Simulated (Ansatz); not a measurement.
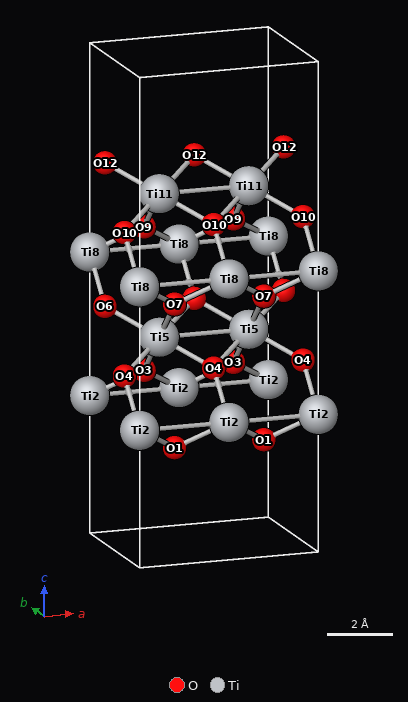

The starting structure (ball-and-stick view of the 2 × 1 repeat of the cell, with the vacuum cut short, seen slightly off an axis; atoms are numbered from 1 in the order of the input). An atom can appear more than once, as a periodic image. Near neighbours in the periodic cell (some may lie outside the picture): O has 2 Ti at 1.94 Å; Ti has 5 O at 1.94 to 1.98 Å and 2 Ti at 2.94 Å; O has 3 Ti at 1.94 to 1.98 Å; Ti has 6 O at 1.94 to 1.98 Å and 2 Ti at 2.94 Å.

# Run report: TiO2, geometry relaxation (part 1 of 3)

TiO2 (slab, 12 atoms in the cell), computed with DFT PBEsol, scalar-relativistic, plane waves, PAW, no spin polarisation (Ansatz 0.2.0).

The structure derives from an entry of the Crystallography Open Database. The input holds or restrains some coordinates. Forces given for the steps count only the free coordinates. It belongs to a series of runs on one base structure; here: clean slab, lower half held. Figures and captions count atoms from 1; the log counts them from 0 in places.

Input file:
```yaml
crystal:
  lattice:
    - [2.9389940238, 0.0, 0.0]
    - [0.0, 4.5912476139, 0.0]
    - [0.0, 0.0, 25.6826117198]
  atoms:
    - { symbol: O, position: [0.5, 0.1955612559, 0.330963225] }
    - { symbol: Ti, position: [0.0, 0.0, 0.3659234603] }
    - { symbol: O, position: [0.5, 0.8044387441, 0.4008836956] }
    - { symbol: O, position: [0.0, 0.3044387441, 0.4203475848] }
    - { symbol: Ti, position: [0.5, 0.5, 0.4553078201] }
    - { symbol: O, position: [0.0, 0.6955612559, 0.4902680554] }
    - { symbol: O, position: [0.5, 0.1955612559, 0.5097319446] }
    - { symbol: Ti, position: [0.0, 0.0, 0.5446921799] }
    - { symbol: O, position: [0.5, 0.8044387441, 0.5796524152] }
    - { symbol: O, position: [0.0, 0.3044387441, 0.5991163044] }
    - { symbol: Ti, position: [0.5, 0.5, 0.6340765397] }
    - { symbol: O, position: [0.0, 0.6955612559, 0.669036775] }
basis:
  ecutwfc: 420
kpoints:
  mp_grid: { grid: [9, 6, 1] }
hamiltonian:
  xc: pbesol
scf:
  occupations: { method: gaussian, width: 0.05 }
output:
  forces: true
  eigenvalues: true
  write_density: true
  write_potential: true
  elf: true
  volumetric_format: npy
relax:
  adjacent_minimum: "off"
  f_tol: 0.03
  max_steps: 70
  constraints: [{ sites: [0, 1, 2, 3, 4, 5] }]
efield:
  axis: 3
  dipole_correction: true
  ramp_width: 0.04
```

Launch command:
```bash
ansatz run input.yaml --threads 2 --pin off --max-ram 5120MiB --backend cpu --events-out ev --progress --plain --runs-dir out
```

The program's output:
```
Engine: ansatz 0.2.0, x86_64-unknown-linux-gnu
Pseudopotentials: kind: paw
Pseudopotential: O, paw, valence charge 6, recommended cutoff 420 eV (normal), O.paw.azcp
Pseudopotential: Ti, paw, valence charge 12, recommended cutoff 420 eV (normal), Ti.paw.azcp
Functional definition: PBEsol
  exchange = pbesol_x
  correlation = pbesol_c
Crystal: 12 atoms, lattice volume = 346.552 Å³
Basis set: ecut = 420 eV, 6743 PW (Γ), exchange–correlation on 40×64×360 points (8 copies of the dense FFT grid, shifted against one another)
Bands: 60, of which v1, the nominal top of the filled ones, is band 48 counted from 1 (47 counted from 0)
Symmetry: 2 space group operations
k-points: 20 of 54 (time reversal used)
Non-local potential: O, projectors of the file, l = 0: 2, l = 1: 2, l = 2: 1
Non-local potential: Ti, projectors of the file, l = 0: 3, l = 1: 2, l = 2: 3, l = 3: 1
PAW form: soft (Blöchl's): semilocal exchange-correlation on the pseudo side does not see the compensation charge
PAW frozen core: O, regenerated for the run's functional, and the local potential with it (the file was generated under x = pbe(κ = 0.804, μ = 0.2195149727645171), c = pbe(β = 0.06672455060314922))
PAW frozen core: Ti, regenerated for the run's functional, and the local potential with it (the file was generated under x = pbe(κ = 0.804, μ = 0.2195149727645171), c = pbe(β = 0.06672455060314922))
PAW one-centre angular grid: O, 110 points (default); XC on 64 Gauss nodes
PAW one-centre angular grid: Ti, 590 points (default); XC on 64 Gauss nodes
Initial density: superposition of atomic densities (neutral atoms: chi_scale 0, normalization atom), corrected by the library's trained network
Initial wavefunctions: pseudopotential atomic-orbital guess
Functional: x = pbesol(κ = 0.804, μ = 0.12345679012345678), c = pbesol(β = 0.046)
SCF iter   1: F=—  HF=-14396.539893 eV  |F-HF|=—  |Δ(HF+E_count)|=         —  Δρ=1.10e-2  dr2=3.60e-1  ethr=1.77e-3  p=0.000 e·Å  D=1.64e-13 V/Å  ΔV_dip=-0.00 eV  dr2_dipole=1.65e-8  V_vac-E_F(+/−)=6.33/6.33 eV  ⟨swp⟩=7.5  Hψ=5281  notcnv=0
efield: sawtooth ramp at fractional position 0.9800 (placed from the atoms, in the widest stretch of the axis that holds none; the zero of the levels goes with the place), width 0.0400; the density the first Hamiltonian is built on has a dipole p = 0.000 e·Å; the dipole correction subtracts the counter field D = 1.64e-13 V/Å, which shifts the + side's vacuum level by -0.00 eV against the − side's; the planar-averaged density in the ramp window peaks in size at 1.2e-6 e/Å³
preconditioner: auto → Resta (q_TF=auto, 2.203 Å⁻¹)  ε∞=4.1  [insulator: Δε(μ)=2.144 eV  Ē_g=9.108 eV  σ=0.050 eV  W_gap=1.00  n_scr=58 (ndim 8)  ℏωp=16.0 eV  f_vac=0.599  D(μ)=0.00/eV (n_scr^D=0)  ε∞_Penn≈4.1  vacuum switching on, ρ_ref=6.0e-3 e/Å³]
SCF iter   2: F=—  HF=-14396.513129 eV  |F-HF|=—  |Δ(HF+E_count)|=   2.68e-2  Δρ=8.68e-3  dr2=2.70e-1  ethr=3.75e-4  p=-0.000 e·Å  D=-1.90e-5 V/Å  ΔV_dip=0.00 eV  dr2_dipole=8.42e-9  V_vac-E_F(+/−)=6.40/6.40 eV  ⟨swp⟩=2.0  Hψ=2150  notcnv=0  defer=109
SCF iter   3: F=—  HF=-14396.471401 eV  |F-HF|=—  |Δ(HF+E_count)|=   4.17e-2  Δρ=2.07e-3  dr2=1.28e-2  ethr=2.81e-4  p=-0.000 e·Å  D=-1.12e-5 V/Å  ΔV_dip=0.00 eV  dr2_dipole=2.91e-9  V_vac-E_F(+/−)=6.45/6.44 eV  ⟨swp⟩=2.0  Hψ=1701  notcnv=0  defer=109
SCF iter   4: F=—  HF=-14396.470619 eV  |F-HF|=—  |Δ(HF+E_count)|=   7.82e-4  Δρ=1.26e-3  dr2=5.66e-3  ethr=1.33e-5  p=-0.000 e·Å  D=-2.03e-7 V/Å  ΔV_dip=0.00 eV  dr2_dipole=5.85e-10  V_vac-E_F(+/−)=6.47/6.47 eV  ⟨swp⟩=3.2  Hψ=2512  notcnv=0  defer=109
SCF iter   5: F=—  HF=-14396.470199 eV  |F-HF|=—  |Δ(HF+E_count)|=   4.20e-4  Δρ=3.77e-4  dr2=3.89e-4  ethr=5.90e-6  p=-0.000 e·Å  D=-8.98e-7 V/Å  ΔV_dip=0.00 eV  dr2_dipole=7.16e-11  V_vac-E_F(+/−)=6.48/6.48 eV  ⟨swp⟩=2.0  Hψ=1622  notcnv=0  defer=109
SCF iter   6: F=—  HF=-14396.470415 eV  |F-HF|=—  |Δ(HF+E_count)|=   2.16e-4  Δρ=8.22e-5  dr2=3.18e-5  ethr=4.05e-7  p=-0.000 e·Å  D=-6.00e-6 V/Å  ΔV_dip=0.00 eV  dr2_dipole=1.81e-9  V_vac-E_F(+/−)=6.48/6.47 eV  ⟨swp⟩=2.5  Hψ=1878  notcnv=0  defer=109
SCF iter   7: F=-14396.470429 eV  HF=-14396.470429 eV  |F-HF|=2.75e-7  |Δ(HF+E_count)|=   1.40e-5  Δρ=4.31e-5  dr2=7.79e-6  ethr=2.34e-8  p=0.000 e·Å  D=1.12e-6 V/Å  ΔV_dip=-0.00 eV  dr2_dipole=2.10e-10  V_vac-E_F(+/−)=6.47/6.47 eV  ⟨swp⟩=19.2  Hψ=12923  notcnv=0
SCF 1 converged in 7 iterations: F = -14396.470429 eV  dr2 = 7.79e-6
  greatest PAW one-centre occupation: 0.999 electrons in one spin orbital (limit 2), on the Ti atom at site 4 (counted from 0), in its partial waves of l = 0
relax step   1: F+E_penalty+E_count = -14396.47042923 eV  Δ(F+E_penalty+E_count) = +0.000e0 eV  max|allowed force component| = 3.837e0 eV/Å  Δτ_max = 0.0000 Å  (7 SCF iters, dr2 threshold 2.25e-5 eV, accepted)
Initial density: handed on by an earlier stage of this run
Initial wavefunctions: those handed on with the density
iter 1 solved again at ethr=1.91e-4 eV; its pass at ethr=3.10e-3 eV (dr2=1.83e-1 eV) is discarded
SCF iter   1: F=—  HF=-14396.934397 eV  |F-HF|=—  |Δ(HF+E_count)|=         —  Δρ=6.34e-3  dr2=1.86e-1  ethr=1.91e-4  p=0.000 e·Å  D=1.77e-6 V/Å  ΔV_dip=-0.00 eV  dr2_dipole=9.09e-3  V_vac-E_F(+/−)=6.47/6.47 eV  ⟨swp⟩=1.5  Hψ=3768  notcnv=0  defer=104
efield: sawtooth ramp at fractional position 0.9800 (handed on by an earlier solve), width 0.0400; the density the first Hamiltonian is built on has a dipole p = 0.000 e·Å; the dipole correction subtracts the counter field D = 1.77e-6 V/Å, which shifts the + side's vacuum level by -0.00 eV against the − side's; the planar-averaged density in the ramp window peaks in size at 2.3e-6 e/Å³
preconditioner: auto → Resta (q_TF=auto, 2.203 Å⁻¹)  ε∞=4.0  [insulator: Δε(μ)=2.297 eV  Ē_g=9.277 eV  σ=0.050 eV  W_gap=1.00  n_scr=58 (ndim 8)  ℏωp=16.0 eV  f_vac=0.600  D(μ)=0.00/eV (n_scr^D=0)  ε∞_Penn≈4.0  vacuum switching on, ρ_ref=6.2e-3 e/Å³]
SCF iter   2: F=—  HF=-14396.884838 eV  |F-HF|=—  |Δ(HF+E_count)|=   4.96e-2  Δρ=3.40e-3  dr2=5.14e-2  ethr=1.91e-4  p=-0.026 e·Å  D=-1.37e-2 V/Å  ΔV_dip=0.35 eV  dr2_dipole=1.82e-4  V_vac-E_F(+/−)=6.77/6.42 eV  ⟨swp⟩=3.1  Hψ=1881  notcnv=0  defer=104
SCF iter   3: F=—  HF=-14396.876367 eV  |F-HF|=—  |Δ(HF+E_count)|=   8.47e-3  Δρ=3.30e-3  dr2=4.48e-2  ethr=5.35e-5  p=-0.021 e·Å  D=-1.10e-2 V/Å  ΔV_dip=0.28 eV  dr2_dipole=1.22e-3  V_vac-E_F(+/−)=6.72/6.44 eV  ⟨swp⟩=2.0  Hψ=1994  notcnv=0  defer=110
SCF iter   4: F=—  HF=-14396.869934 eV  |F-HF|=—  |Δ(HF+E_count)|=   6.43e-3  Δρ=1.01e-3  dr2=4.25e-3  ethr=4.67e-5  p=-0.027 e·Å  D=-1.43e-2 V/Å  ΔV_dip=0.37 eV  dr2_dipole=2.17e-6  V_vac-E_F(+/−)=6.80/6.43 eV  ⟨swp⟩=2.0  Hψ=1764  notcnv=0  defer=110
SCF iter   5: F=—  HF=-14396.869568 eV  |F-HF|=—  |Δ(HF+E_count)|=   3.66e-4  Δρ=3.01e-4  dr2=2.50e-4  ethr=4.43e-6  p=-0.029 e·Å  D=-1.50e-2 V/Å  ΔV_dip=0.38 eV  dr2_dipole=5.55e-7  V_vac-E_F(+/−)=6.82/6.44 eV  ⟨swp⟩=2.1  Hψ=1711  notcnv=0  defer=110
SCF iter   6: F=—  HF=-14396.869763 eV  |F-HF|=—  |Δ(HF+E_count)|=   1.95e-4  Δρ=1.41e-4  dr2=7.46e-5  ethr=2.60e-7  p=-0.029 e·Å  D=-1.54e-2 V/Å  ΔV_dip=0.39 eV  dr2_dipole=7.41e-8  V_vac-E_F(+/−)=6.83/6.43 eV  ⟨swp⟩=2.3  Hψ=1764  notcnv=0  defer=110
SCF iter   7: F=-14396.869778 eV  HF=-14396.869778 eV  |F-HF|=4.75e-8  |Δ(HF+E_count)|=   1.45e-5  Δρ=5.65e-5  dr2=9.35e-6  ethr=7.77e-8  p=-0.030 e·Å  D=-1.54e-2 V/Å  ΔV_dip=0.40 eV  dr2_dipole=2.89e-8  V_vac-E_F(+/−)=6.83/6.43 eV  ⟨swp⟩=22.2  Hψ=13209  notcnv=0
SCF 2 converged in 7 iterations: F = -14396.869778 eV  dr2 = 9.35e-6
  greatest PAW one-centre occupation: 0.999 electrons in one spin orbital (limit 2), on the Ti atom at site 7 (counted from 0), in its partial waves of l = 0
relax step   2: F+E_penalty+E_count = -14396.86977775 eV  Δ(F+E_penalty+E_count) = -3.993e-1 eV  max|allowed force component| = 2.349e0 eV/Å  Δτ_max = 0.1698 Å  (7 SCF iters, dr2 threshold 1.00e-4 eV, accepted)
iter 1 solved again at ethr=2.88e-4 eV; its pass at ethr=3.10e-3 eV (dr2=2.77e-1 eV) is discarded
SCF iter   1: F=—  HF=-14397.147964 eV  |F-HF|=—  |Δ(HF+E_count)|=         —  Δρ=9.79e-3  dr2=2.79e-1  ethr=2.88e-4  p=-0.030 e·Å  D=-1.54e-2 V/Å  ΔV_dip=0.40 eV  dr2_dipole=2.40e-3  V_vac-E_F(+/−)=6.78/6.39 eV  ⟨swp⟩=1.4  Hψ=4071  notcnv=0  defer=114
efield: sawtooth ramp at fractional position 0.9800 (handed on by an earlier solve), width 0.0400; the density the first Hamiltonian is built on has a dipole p = -0.030 e·Å; the dipole correction subtracts the counter field D = -1.54e-2 V/Å, which shifts the + side's vacuum level by +0.40 eV against the − side's; the planar-averaged density in the ramp window peaks in size at 3.5e-7 e/Å³
preconditioner: auto → Resta (q_TF=auto, 2.203 Å⁻¹)  ε∞=3.9  [insulator: Δε(μ)=2.298 eV  Ē_g=9.321 eV  σ=0.050 eV  W_gap=1.00  n_scr=58 (ndim 8)  ℏωp=16.0 eV  f_vac=0.597  D(μ)=0.00/eV (n_scr^D=0)  ε∞_Penn≈3.9  vacuum switching on, ρ_ref=6.3e-3 e/Å³]
SCF iter   2: F=—  HF=-14397.064083 eV  |F-HF|=—  |Δ(HF+E_count)|=   8.39e-2  Δρ=4.79e-3  dr2=7.03e-2  ethr=2.88e-4  p=-0.014 e·Å  D=-7.10e-3 V/Å  ΔV_dip=0.18 eV  dr2_dipole=3.13e-4  V_vac-E_F(+/−)=6.58/6.40 eV  ⟨swp⟩=3.0  Hψ=2017  notcnv=0  defer=114
SCF iter   3: F=—  HF=-14397.056570 eV  |F-HF|=—  |Δ(HF+E_count)|=   7.51e-3  Δρ=4.51e-3  dr2=7.65e-2  ethr=7.32e-5  p=-0.003 e·Å  D=-1.48e-3 V/Å  ΔV_dip=0.04 eV  dr2_dipole=5.40e-5  V_vac-E_F(+/−)=6.43/6.39 eV  ⟨swp⟩=2.0  Hψ=2071  notcnv=0  defer=116
SCF iter   4: F=—  HF=-14397.044831 eV  |F-HF|=—  |Δ(HF+E_count)|=   1.17e-2  Δρ=1.15e-3  dr2=5.06e-3  ethr=7.32e-5  p=-0.001 e·Å  D=-4.03e-4 V/Å  ΔV_dip=0.01 eV  dr2_dipole=2.33e-4  V_vac-E_F(+/−)=6.41/6.40 eV  ⟨swp⟩=2.7  Hψ=1813  notcnv=0  defer=116
SCF iter   5: F=—  HF=-14397.044446 eV  |F-HF|=—  |Δ(HF+E_count)|=   3.86e-4  Δρ=6.05e-4  dr2=1.28e-3  ethr=5.27e-6  p=0.004 e·Å  D=2.13e-3 V/Å  ΔV_dip=-0.05 eV  dr2_dipole=3.01e-5  V_vac-E_F(+/−)=6.35/6.41 eV  ⟨swp⟩=2.2  Hψ=1790  notcnv=0  defer=116
SCF iter   6: F=—  HF=-14397.044387 eV  |F-HF|=—  |Δ(HF+E_count)|=   5.86e-5  Δρ=1.87e-4  dr2=1.24e-4  ethr=1.33e-6  p=0.004 e·Å  D=2.12e-3 V/Å  ΔV_dip=-0.05 eV  dr2_dipole=2.44e-8  V_vac-E_F(+/−)=6.35/6.40 eV  ⟨swp⟩=2.1  Hψ=1697  notcnv=0  defer=114
SCF iter   7: F=—  HF=-14397.044412 eV  |F-HF|=—  |Δ(HF+E_count)|=   2.48e-5  Δρ=1.16e-4  dr2=5.43e-5  ethr=1.04e-7  p=0.004 e·Å  D=2.29e-3 V/Å  ΔV_dip=-0.06 eV  dr2_dipole=2.94e-8  V_vac-E_F(+/−)=6.35/6.40 eV  ⟨swp⟩=20.2  Hψ=12255  notcnv=0
SCF iter   8: F=-14397.044416 eV  HF=-14397.044419 eV  |F-HF|=2.17e-6  |Δ(HF+E_count)|=   6.74e-6  Δρ=5.33e-5  dr2=1.06e-5  ethr=5.65e-8  p=0.005 e·Å  D=2.38e-3 V/Å  ΔV_dip=-0.06 eV  dr2_dipole=2.17e-7  V_vac-E_F(+/−)=6.34/6.40 eV  ⟨swp⟩=15.0  Hψ=11544  notcnv=0
SCF 3 converged in 8 iterations: F = -14397.044416 eV  dr2 = 1.06e-5
relax step   3: F+E_penalty+E_count = -14397.04441644 eV  Δ(F+E_penalty+E_count) = -1.746e-1 eV  max|allowed force component| = 7.103e-1 eV/Å  Δτ_max = 0.1184 Å  (8 SCF iters, dr2 threshold 1.00e-4 eV, accepted)
iter 1 solved again at ethr=3.46e-4 eV; its pass at ethr=3.10e-3 eV (dr2=3.32e-1 eV) is discarded
SCF iter   1: F=—  HF=-14397.219760 eV  |F-HF|=—  |Δ(HF+E_count)|=         —  Δρ=1.03e-2  dr2=3.33e-1  ethr=3.46e-4  p=0.005 e·Å  D=2.38e-3 V/Å  ΔV_dip=-0.06 eV  dr2_dipole=3.66e-3  V_vac-E_F(+/−)=6.39/6.46 eV  ⟨swp⟩=1.1  Hψ=4709  notcnv=0  defer=86
efield: sawtooth ramp at fractional position 0.9800 (handed on by an earlier solve), width 0.0400; the density the first Hamiltonian is built on has a dipole p = 0.005 e·Å; the dipole correction subtracts the counter field D = 2.38e-3 V/Å, which shifts the + side's vacuum level by -0.06 eV against the − side's; the planar-averaged density in the ramp window peaks in size at 2.3e-6 e/Å³
preconditioner: auto → Resta (q_TF=auto, 2.203 Å⁻¹)  ε∞=3.9  [insulator: Δε(μ)=2.352 eV  Ē_g=9.435 eV  σ=0.050 eV  W_gap=1.00  n_scr=58 (ndim 8)  ℏωp=16.0 eV  f_vac=0.605  D(μ)=0.00/eV (n_scr^D=0)  ε∞_Penn≈3.9  vacuum switching on, ρ_ref=6.5e-3 e/Å³]
SCF iter   2: F=—  HF=-14397.136802 eV  |F-HF|=—  |Δ(HF+E_count)|=   8.30e-2  Δρ=5.47e-3  dr2=8.36e-2  ethr=3.46e-4  p=-0.013 e·Å  D=-6.83e-3 V/Å  ΔV_dip=0.18 eV  dr2_dipole=1.68e-5  V_vac-E_F(+/−)=6.59/6.42 eV  ⟨swp⟩=3.2  Hψ=2255  notcnv=0  defer=96
SCF iter   3: F=—  HF=-14397.125338 eV  |F-HF|=—  |Δ(HF+E_count)|=   1.15e-2  Δρ=3.99e-3  dr2=5.85e-2  ethr=8.71e-5  p=-0.017 e·Å  D=-8.93e-3 V/Å  ΔV_dip=0.23 eV  dr2_dipole=1.80e-5  V_vac-E_F(+/−)=6.64/6.42 eV  ⟨swp⟩=2.3  Hψ=2054  notcnv=0  defer=103
SCF iter   4: F=—  HF=-14397.116381 eV  |F-HF|=—  |Δ(HF+E_count)|=   8.96e-3  Δρ=1.13e-3  dr2=4.33e-3  ethr=6.09e-5  p=-0.018 e·Å  D=-9.60e-3 V/Å  ΔV_dip=0.25 eV  dr2_dipole=2.56e-4  V_vac-E_F(+/−)=6.67/6.42 eV  ⟨swp⟩=2.1  Hψ=1786  notcnv=0  defer=106
SCF iter   5: F=—  HF=-14397.115977 eV  |F-HF|=—  |Δ(HF+E_count)|=   4.03e-4  Δρ=5.45e-4  dr2=9.65e-4  ethr=4.51e-6  p=-0.023 e·Å  D=-1.22e-2 V/Å  ΔV_dip=0.31 eV  dr2_dipole=1.08e-5  V_vac-E_F(+/−)=6.73/6.42 eV  ⟨swp⟩=2.5  Hψ=1779  notcnv=0  defer=108
SCF iter   6: F=—  HF=-14397.116012 eV  |F-HF|=—  |Δ(HF+E_count)|=   3.50e-5  Δρ=2.42e-4  dr2=2.07e-4  ethr=1.00e-6  p=-0.024 e·Å  D=-1.24e-2 V/Å  ΔV_dip=0.32 eV  dr2_dipole=9.72e-7  V_vac-E_F(+/−)=6.74/6.42 eV  ⟨swp⟩=2.0  Hψ=1674  notcnv=0  defer=108
SCF iter   7: F=-14397.116034 eV  HF=-14397.116024 eV  |F-HF|=1.00e-5  |Δ(HF+E_count)|=   1.20e-5  Δρ=7.86e-5  dr2=2.55e-5  ethr=4.81e-8  p=-0.024 e·Å  D=-1.26e-2 V/Å  ΔV_dip=0.32 eV  dr2_dipole=1.84e-7  V_vac-E_F(+/−)=6.74/6.42 eV  ⟨swp⟩=19.9  Hψ=12422  notcnv=0
SCF 4 converged in 7 iterations: F = -14397.116034 eV  dr2 = 2.55e-5
relax step   4: F+E_penalty+E_count = -14397.11603435 eV  Δ(F+E_penalty+E_count) = -7.162e-2 eV  max|allowed force component| = 6.782e-1 eV/Å  Δτ_max = 0.1800 Å  (7 SCF iters, dr2 threshold 4.61e-5 eV, accepted)
```
